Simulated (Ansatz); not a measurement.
# Geometry relaxation of Mo14S27 (charge −1) (part 5 of 5)

Mo14S27 (defect cell, 41 atoms in the cell, total charge −1); DFT r2SCAN, scalar-relativistic, plane waves, PAW, spin-polarised (Ansatz 0.2.0); cutoff 500 eV, 2×2×2 k-mesh, Gaussian smearing of 0.01 eV, collinear spins. The structure derives from a Materials Project entry. It belongs to a series of runs on one base structure; here: S vacancy (site f), charge -1, atoms relaxed at the host's cell, started again with a moment of 3 μB.

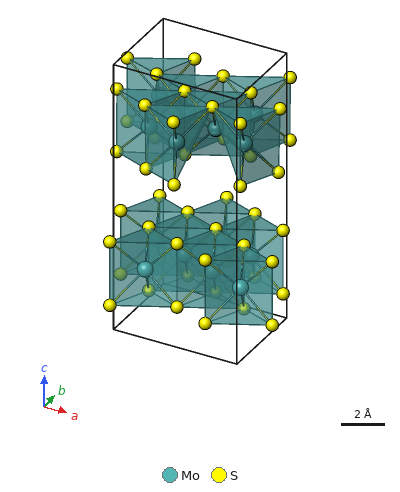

**Figure 1.** The geometry at step 2 of the log (polyhedral view of the cell of the calculation, seen slightly off an axis; polyhedra are completed across the faces of the cell).

Trajectory as extended XYZ (Å, eV, eV/Å), 2 frames, from step=1 to step=2
```
41
Lattice="-1.5921 -8.2730 0.0000 7.9607 2.7577 0.0000 0.0000 0.0000 12.9904" Properties=species:S:1:pos:R:3:forces:R:3 step=1 energy=-94031.29051
Mo    1.5957   -4.5922    3.2433   -0.0003  -0.0002  -0.0012
Mo    4.7801   -4.5926    3.2492   -0.0002   0.0000  -0.0011
Mo    3.1876   -1.8346    3.2486    0.0000  -0.0002  -0.0012
Mo    0.0040   -7.3498    3.2491    0.0001   0.0002  -0.0011
Mo    6.3726   -1.8343    3.2489    0.0005   0.0001  -0.0010
Mo    4.7801    0.9233    3.2489    0.0000   0.0000  -0.0012
Mo    0.0039   -1.8345    3.2486   -0.0001  -0.0002  -0.0013
Mo    0.0348   -3.6384    9.7831   -0.0142  -0.0127  -0.0219
Mo    3.1252   -3.7072    9.7410    0.0176  -0.0088  -0.0085
Mo    1.5969   -0.9262    9.7288    0.0030  -0.0082  -0.0021
Mo    6.3698   -3.6667    9.7116   -0.0011  -0.0010   0.0001
Mo    4.7819   -0.9245    9.7076    0.0001  -0.0040  -0.0016
Mo    1.6333   -6.4273    9.7880    0.0065   0.0119  -0.0149
Mo    6.3613    1.8411    9.7229    0.0001   0.0021   0.0036
S     4.7153   -4.6018    8.1733   -0.0001  -0.0003   0.0051
S     3.1466   -1.8936    8.1682    0.0007  -0.0019   0.0077
S     0.0470   -7.3052    8.1963   -0.0014   0.0002  -0.0021
S     6.4502   -1.8182    8.1817    0.0033  -0.0009   0.0027
S     4.7567    0.9658    8.1673   -0.0008   0.0011   0.0002
S     0.0363   -1.8598    8.1737   -0.0031  -0.0060   0.0107
S     0.0060   -3.6737    4.8016    0.0004  -0.0002  -0.0003
S     3.1856   -3.6744    4.8012   -0.0003  -0.0003  -0.0003
S     1.5959   -0.9154    4.8036    0.0000  -0.0001   0.0000
S     6.3726   -3.6728    4.8041    0.0000   0.0001  -0.0003
S     4.7801   -0.9153    4.8035   -0.0001  -0.0001   0.0000
S     1.5959   -6.4282    4.8018    0.0001   0.0006  -0.0003
S     6.3722    1.8420    4.8038    0.0000  -0.0002  -0.0006
S     1.5831   -4.6013   11.3048   -0.0012   0.0014   0.0096
S     4.7583   -4.5789   11.2660   -0.0040   0.0077   0.0004
S     3.1963   -1.8602   11.2659   -0.0058   0.0066  -0.0003
S    -0.0089   -7.3502   11.2827    0.0029   0.0012   0.0025
S     6.3656   -1.8401   11.2703   -0.0026   0.0020   0.0058
S     4.7871    0.8911   11.2895   -0.0068   0.0002   0.0025
S    -0.0058   -1.8207   11.2994    0.0074   0.0099   0.0076
S     0.0023   -3.6722    1.6919   -0.0001   0.0001   0.0003
S     3.1894   -3.6723    1.6921    0.0003   0.0001   0.0003
S     1.5960   -0.9150    1.6940   -0.0001   0.0000   0.0006
S     6.3720   -3.6731    1.6949    0.0000   0.0000   0.0003
S     4.7801   -0.9155    1.6944   -0.0001   0.0000   0.0006
S     1.5960   -6.4323    1.6918    0.0000   0.0000   0.0004
S     6.3723    1.8425    1.6944   -0.0001  -0.0001   0.0002
41
Lattice="-1.5921 -8.2730 0.0000 7.9607 2.7577 0.0000 0.0000 0.0000 12.9904" Properties=species:S:1:pos:R:3:forces:R:3 step=2 energy=-94031.29051
Mo    1.5957   -4.5922    3.2433   -0.0003  -0.0002  -0.0012
Mo    4.7801   -4.5926    3.2492   -0.0002   0.0000  -0.0011
Mo    3.1876   -1.8346    3.2486    0.0000  -0.0002  -0.0012
Mo    0.0040   -7.3498    3.2491    0.0001   0.0002  -0.0010
Mo    6.3726   -1.8343    3.2489    0.0005   0.0001  -0.0010
Mo    4.7801    0.9233    3.2489    0.0000   0.0000  -0.0012
Mo    0.0039   -1.8345    3.2486   -0.0001  -0.0002  -0.0013
Mo    0.0348   -3.6384    9.7831   -0.0139  -0.0127  -0.0220
Mo    3.1252   -3.7072    9.7410    0.0172  -0.0088  -0.0086
Mo    1.5969   -0.9262    9.7288    0.0029  -0.0083  -0.0020
Mo    6.3698   -3.6667    9.7116   -0.0011  -0.0010   0.0001
Mo    4.7819   -0.9245    9.7076    0.0001  -0.0040  -0.0016
Mo    1.6333   -6.4273    9.7880    0.0066   0.0120  -0.0149
Mo    6.3613    1.8411    9.7229    0.0001   0.0021   0.0037
S     4.7153   -4.6018    8.1733   -0.0001  -0.0003   0.0052
S     3.1466   -1.8936    8.1682    0.0007  -0.0020   0.0078
S     0.0470   -7.3052    8.1963   -0.0014   0.0002  -0.0021
S     6.4502   -1.8182    8.1817    0.0033  -0.0009   0.0028
S     4.7567    0.9658    8.1673   -0.0008   0.0011   0.0002
S     0.0363   -1.8598    8.1737   -0.0031  -0.0061   0.0108
S     0.0060   -3.6737    4.8016    0.0004  -0.0002  -0.0002
S     3.1856   -3.6744    4.8012   -0.0003  -0.0003  -0.0003
S     1.5959   -0.9154    4.8036    0.0000  -0.0001   0.0000
S     6.3726   -3.6728    4.8041    0.0000   0.0001  -0.0003
S     4.7801   -0.9153    4.8035   -0.0001  -0.0001   0.0000
S     1.5959   -6.4282    4.8018    0.0001   0.0006  -0.0002
S     6.3722    1.8420    4.8038    0.0000  -0.0002  -0.0006
S     1.5831   -4.6013   11.3048   -0.0012   0.0014   0.0096
S     4.7583   -4.5789   11.2660   -0.0041   0.0078   0.0004
S     3.1963   -1.8602   11.2659   -0.0058   0.0065  -0.0003
S    -0.0089   -7.3502   11.2827    0.0029   0.0013   0.0025
S     6.3656   -1.8401   11.2703   -0.0026   0.0021   0.0058
S     4.7871    0.8911   11.2895   -0.0069   0.0002   0.0025
S    -0.0058   -1.8207   11.2994    0.0073   0.0098   0.0075
S     0.0023   -3.6722    1.6919   -0.0002   0.0001   0.0003
S     3.1894   -3.6723    1.6921    0.0003   0.0001   0.0003
S     1.5960   -0.9150    1.6940   -0.0001   0.0000   0.0006
S     6.3720   -3.6731    1.6949    0.0000   0.0000   0.0003
S     4.7801   -0.9155    1.6944   -0.0001   0.0000   0.0006
S     1.5960   -6.4323    1.6918    0.0000   0.0000   0.0004
S     6.3723    1.8425    1.6944   -0.0001  -0.0001   0.0002
```

Summary

```json
{"quantity": "outcome", "value": "converged"}
{"quantity": "electrons treated", "value": "359"}
{"quantity": "free energy", "value": "−94031.2905 eV"}
{"quantity": "Fermi energy", "value": "10.371 eV"}
{"quantity": "gap on the k-point mesh", "value": "0.31 eV"}
{"quantity": "net moment of the cell", "value": "1.00 μB"}
{"quantity": "integrated absolute moment", "value": "1.92 μB"}
{"quantity": "final volume", "value": "798.49 Å³"}
{"quantity": "largest force (length of the vector) at the end", "value": "0.029 eV/Å"}
{"quantity": "hardware", "value": "8 threads of AMD EPYC (Zen 3), 189 GiB of memory available, shared host"}
{"quantity": "wall time", "value": "4.2 min (CPU time 32 min)"}
{"quantity": "peak memory", "value": "10 GiB"}
```

The electronic state found may not be the lowest one. The program warns: some starting moments were not kept.
